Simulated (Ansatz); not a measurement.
**WSi2: single-point calculation**

The run: single-point calculation of WSi2 (slab, 6 atoms in the cell). Method and program: DFT, PBEsol, plane waves, PAW, no spin polarisation (Ansatz 0.2.0).

The structure derives from an entry of the Crystallography Open Database.

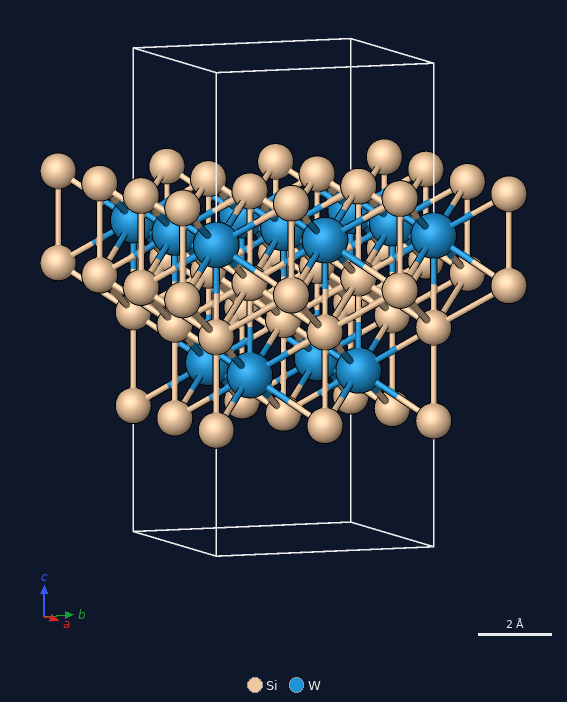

Figure 1. The structure (ball-and-stick view of the 2 × 2 repeat of the cell, with the vacuum cut short, seen slightly off an axis; bonded neighbours outside the cell are drawn too). An atom can appear more than once, as a periodic image.

The input:
```yaml
crystal:
  lattice:
    - [3.2024995638, 0.0, 0.0]
    - [0.0, 3.2024995638, 0.0]
    - [0.0, 0.0, 23.4948902232]
  atoms:
    - { symbol: Si, position: [0.0, 0.0, 0.3617807923] }
    - { symbol: W, position: [0.5, 0.5, 0.4168358263] }
    - { symbol: Si, position: [0.0, 0.0, 0.4718908604] }
    - { symbol: Si, position: [0.5, 0.5, 0.5256715107] }
    - { symbol: W, position: [0.0, 0.0, 0.5803889448] }
    - { symbol: Si, position: [0.5, 0.5, 0.6338901773] }
basis:
  ecutwfc: 420
kpoints:
  mp_grid: { grid: [9, 9, 1] }
hamiltonian:
  xc: pbesol
scf:
  occupations: { method: fermi_dirac, width: 0.2 }
  convergence: { dr2_threshold: 1.0e-05 }
output:
  forces: true
  eigenvalues: true
efield:
  axis: 3
  dipole_correction: true
  ramp_width: 0.04
```

Machine: 2 threads of Arm Neoverse V2, 24 GiB of memory available, shared host.

Command:
```bash
ansatz run input.yaml --threads 2 --pin off --max-ram 5120MiB --backend cpu --events-out ev --progress --plain --runs-dir out
```

Log:
```
Warning: scf.convergence.dr2_threshold = 1e-5 eV is looser than this run's default, which is 1e-7 eV or tighter. The error in the forces grows as the threshold's square root, so leave the key out unless less accurate forces are enough
band count auto-derived: 30 (N_el = 44.0; filled up to band 22; 28 by the electrons, moments and atoms)
Engine: ansatz 0.2.0, aarch64-unknown-linux-gnu
Pseudopotentials: kind: paw
Pseudopotential: Si, paw, valence charge 4, recommended cutoff 420 eV (normal), Si.paw.azcp
Pseudopotential: W, paw, valence charge 14, recommended cutoff 420 eV (normal), W.paw.azcp
Functional definition: PBEsol
  exchange = pbesol_x
  correlation = pbesol_c
Crystal: 6 atoms, lattice volume = 240.964 Å³
Basis set: ecut = 420 eV, 4711 PW (Γ), exchange–correlation on 48×48×320 points (8 copies of the dense FFT grid, shifted against one another)
Bands: 30, of which v1, the nominal top of the filled ones, is band 22 counted from 1 (21 counted from 0)
Symmetry: 8 space group operations
Space group: P4mm (ITA 99), of the structure as read, at distance tolerance 6.2e-5 Å
k-points: 15 of 81
Non-local potential: Si, projectors of the file, l = 0: 2, l = 1: 2, l = 2: 2
Non-local potential: W, projectors of the file, l = 0: 3, l = 1: 2, l = 2: 2, l = 3: 1
PAW form: soft (Blöchl's): semilocal exchange-correlation on the pseudo side does not see the compensation charge
PAW frozen core: Si, regenerated for the run's functional, and the local potential with it (the file was generated under x = pbe(κ = 0.804, μ = 0.2195149727645171), c = pbe(β = 0.06672455060314922))
PAW frozen core: W, regenerated for the run's functional, and the local potential with it (the file was generated under x = pbe(κ = 0.804, μ = 0.2195149727645171), c = pbe(β = 0.06672455060314922))
PAW one-centre angular grid: Si, 110 points (default); XC on 64 Gauss nodes
PAW one-centre angular grid: W, 590 points (default); XC on 64 Gauss nodes
Initial density: superposition of atomic densities (neutral atoms: chi_scale 0, normalization atom), corrected by the library's trained network
Initial wavefunctions: pseudopotential atomic-orbital guess
Functional: x = pbesol(κ = 0.804, μ = 0.12345679012345678), c = pbesol(β = 0.046)
SCF iter   1: F=—  HF=-22998.526198 eV  |F-HF|=—  |Δ(HF+E_count)|=         —  Δρ=4.51e-3  dr2=4.97e-1  ethr=1.77e-3  p=0.001 e·Å  D=5.10e-4 V/Å  ΔV_dip=-0.01 eV  dr2_dipole=5.46e-3  V_vac-E_F(+/−)=5.16/5.17 eV  ⟨swp⟩=10.1  Hψ=2920  notcnv=0
efield: sawtooth ramp at fractional position 0.9778 (placed from the atoms, in the widest stretch of the axis that holds none; the zero of the levels goes with the place), width 0.0400; the density the first Hamiltonian is built on has a dipole p = 0.001 e·Å; the dipole correction subtracts the counter field D = 5.10e-4 V/Å, which shifts the + side's vacuum level by -0.01 eV against the − side's; the planar-averaged density in the ramp window peaks in size at 1.7e-5 e/Å³
preconditioner: auto → LDOS  [metal: Δε(μ)=0.083 eV  Ē_g=7.259 eV  σ=0.200 eV  W_gap=0.10  n_scr=34 (ndim 8)  ℏωp=12.7 eV  f_vac=0.567  D(μ)=3.27/eV (n_scr^D=10)  β→1.0]
SCF iter   2: F=—  HF=-22998.490299 eV  |F-HF|=—  |Δ(HF+E_count)|=   3.59e-2  Δρ=1.38e-3  dr2=1.51e-2  ethr=1.13e-3  p=0.002 e·Å  D=1.15e-3 V/Å  ΔV_dip=-0.03 eV  dr2_dipole=1.02e-4  V_vac-E_F(+/−)=4.62/4.65 eV  ⟨swp⟩=1.4  Hψ=580  notcnv=0
SCF iter   3: F=—  HF=-22998.490585 eV  |F-HF|=—  |Δ(HF+E_count)|=   2.86e-4  Δρ=6.66e-4  dr2=4.07e-3  ethr=3.43e-5  p=0.002 e·Å  D=1.35e-3 V/Å  ΔV_dip=-0.03 eV  dr2_dipole=6.40e-6  V_vac-E_F(+/−)=4.56/4.59 eV  ⟨swp⟩=2.7  Hψ=852  notcnv=0
SCF iter   4: F=—  HF=-22998.490063 eV  |F-HF|=—  |Δ(HF+E_count)|=   5.22e-4  Δρ=1.24e-4  dr2=1.22e-4  ethr=9.26e-6  p=0.002 e·Å  D=1.35e-3 V/Å  ΔV_dip=-0.03 eV  dr2_dipole=5.00e-6  V_vac-E_F(+/−)=4.54/4.57 eV  ⟨swp⟩=2.6  Hψ=738  notcnv=0
SCF iter   5: F=—  HF=-22998.490081 eV  |F-HF|=—  |Δ(HF+E_count)|=   1.76e-5  Δρ=7.38e-5  dr2=2.62e-5  ethr=2.77e-7  p=0.002 e·Å  D=1.35e-3 V/Å  ΔV_dip=-0.03 eV  dr2_dipole=3.33e-9  V_vac-E_F(+/−)=4.52/4.56 eV  ⟨swp⟩=2.7  Hψ=830  notcnv=0
SCF iter   6: F=-22998.490081 eV  HF=-22998.490082 eV  |F-HF|=1.07e-6  |Δ(HF+E_count)|=   7.92e-7  Δρ=1.89e-5  dr2=2.63e-6  ethr=2.27e-8  p=0.002 e·Å  D=1.35e-3 V/Å  ΔV_dip=-0.03 eV  dr2_dipole=1.18e-9  V_vac-E_F(+/−)=4.52/4.55 eV  ⟨swp⟩=19.4  Hψ=2789  notcnv=0
SCF 1 converged in 6 iterations: F = -22998.490081 eV  dr2 = 2.63e-6
  greatest PAW one-centre occupation: 1.000 electrons in one spin orbital (limit 2), on the W atom at site 1 (counted from 0), in its partial waves of l = 0
```

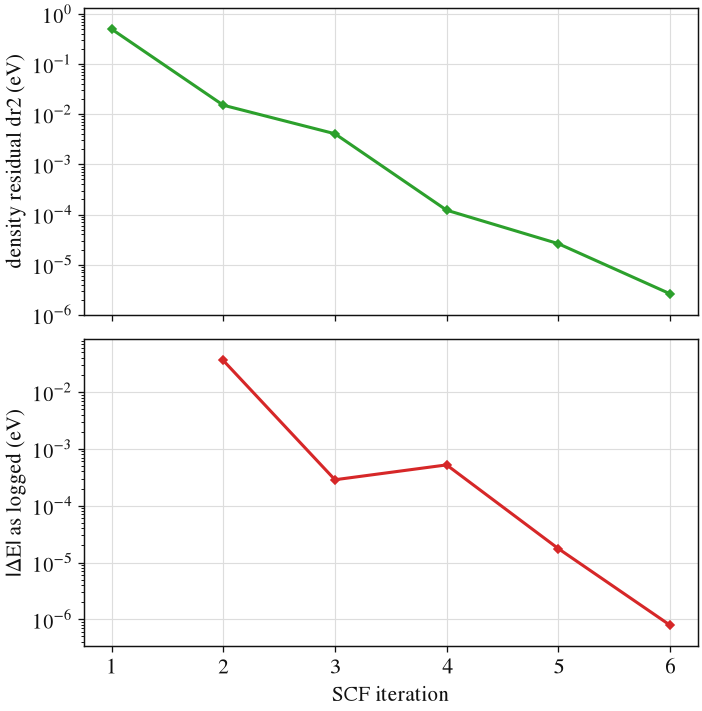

Figure 2. Convergence of the self-consistent field: density residual dr2 and size of the energy change against the SCF iteration. The residual falls at every step.

```
SCF converged after 6 iterations
Free energy (F): -22998.490081 eV
Harris-Foulkes:  -22998.490082 eV  (|F-HF|=1.07e-6)
Internal energy: -22998.044740 eV  (E = F + TS)
E sigma→0 (E₀):  -22998.267410 eV
Entropy (-TS):   -0.445341 eV (-74.223 meV/atom)
Fermi energy:    2.555297 eV
Dipole field:    D = 0.001390 V/Å  (p = 0.001851 e·Å, saw-weighted, corrected)
Work function:   Φ+ = 4.5146 eV   Φ− = 4.5473 eV
Levels:          The Fermi level and band energies are counted from a zero that moves with the ramp; work functions are not
--- Per-component energies (eV) ---
  E_band       = -766.536938
  E_kinetic    = 1074.733696
  E_local      = -33435.929281  (includes V_loc(G=0)·N_el)
  E_nonlocal   = 110.364214
  E_hartree    = 16210.020419
  E_xc         = -753.828161
  E_vxc        = -670.592086  (∫ρ·V_xc dr)
  E_paw        = -18868.039499  (= ΣΔE_a)
  E_vpaw       = -264.996216  (= ΣTr[D̂ρ^β])
  E_aug_tail   = -0.000129  (compensation charges beyond the density's cutoff)
  E_efield     = 0.000001  (sawtooth field / dipole correction)
  E_vefield    = -0.000955  (∫n·V_field dr)
  E_ewald      = 12664.064173
  E_core_change = 0.569827  (= ΣΔE_core)
  E_smearing   = -0.445341  (= −TS)
  E_closure    = -0.000000  (closes the sum)
  Σ components = -22998.490081   (vs F -22998.490081, Δ=0.00e0)
--- Forces (eV/Å), atoms counted from 1 ---
  atom   1  Si     0.00000000    -0.00000000     0.23690817
  atom   2  W     -0.00000000    -0.00000000    -0.03301431
  atom   3  Si    -0.00000000     0.00000000    -0.28434121
  atom   4  Si     0.00000000     0.00000000     0.00053956
  atom   5  W      0.00000000    -0.00000000     0.01424552
  atom   6  Si     0.00000000    -0.00000000     0.06563169
  max |Σ_I F_I| component: 3.06e-5 eV/Å
--- Band table (eV; the first three rows and the last of 15) ---
  k-point 0: bands = ["-71.0624", "-71.0577", "-35.3668", "-35.3561", "-35.3349", "-35.3349", "-35.3141", "-35.3141", "-10.8757", "-8.8299", "-6.9853", "-3.8752", "-2.6807", "-1.0603", "-0.7441", "0.2685", "0.2685", "0.5179", "1.9296", "1.9296", "3.0657", "3.3550", "3.4980", "3.5924", "3.5924", "3.9009", "5.2864", "5.2864", "6.5291", "6.6474"]
  k-point 1: bands = ["-71.0615", "-71.0568", "-35.3638", "-35.3618", "-35.3534", "-35.3409", "-35.3324", "-35.3116", "-10.6806", "-8.6096", "-6.8495", "-3.8570", "-2.5311", "-1.3770", "-0.7545", "-0.1054", "0.3609", "0.3963", "1.5958", "1.9706", "2.3939", "2.5969", "3.0780", "3.7063", "3.8237", "4.6864", "4.7940", "6.2762", "6.7750", "6.9207"]
  k-point 2: bands = ["-71.0591", "-71.0544", "-35.4302", "-35.4083", "-35.3548", "-35.3466", "-35.3259", "-35.3052", "-10.1121", "-7.9786", "-6.4626", "-4.0400", "-2.4507", "-2.1155", "-1.1054", "-0.3967", "0.2845", "0.5149", "1.0045", "1.3299", "1.6066", "2.3109", "3.0151", "3.2558", "4.1245", "4.4882", "5.7161", "6.3743", "7.1030", "7.1780"]
  k-point 14: bands = ["-71.0470", "-71.0424", "-35.5249", "-35.5241", "-35.5023", "-35.5016", "-35.3140", "-35.3133", "-6.8211", "-6.5933", "-4.5690", "-3.9891", "-3.0564", "-2.1208", "-1.4352", "-1.3466", "-1.3114", "-0.9825", "0.1027", "0.5435", "0.9133", "0.9544", "3.4915", "3.6131", "5.3902", "5.6099", "5.6697", "6.0522", "6.4017", "6.8811"]
```

Key numbers:

```tsv
quantity	value
outcome	converged
electrons treated	44
free energy	−22998.4901 eV
Fermi energy	2.555 eV
gap on the k-point mesh	none (metallic)
largest force (length of the vector)	0.284 eV/Å
wall time	4.6 s (CPU time 9 s)
peak memory	0.43 GiB
```

Notes:

Settings chosen away from the usual ones: scf.occupations.method set to fermi_dirac (from gaussian); scf.occupations.width set to 0.2 (from 0.1); scf.convergence.dr2_threshold set to 1e-05. These settings are looser than, or depart from, a standard set-up, so the numbers are not reference values for this system. Warnings of the run: the SCF threshold is loose for the printed forces. Spin–orbit coupling is left out, which matters for W.
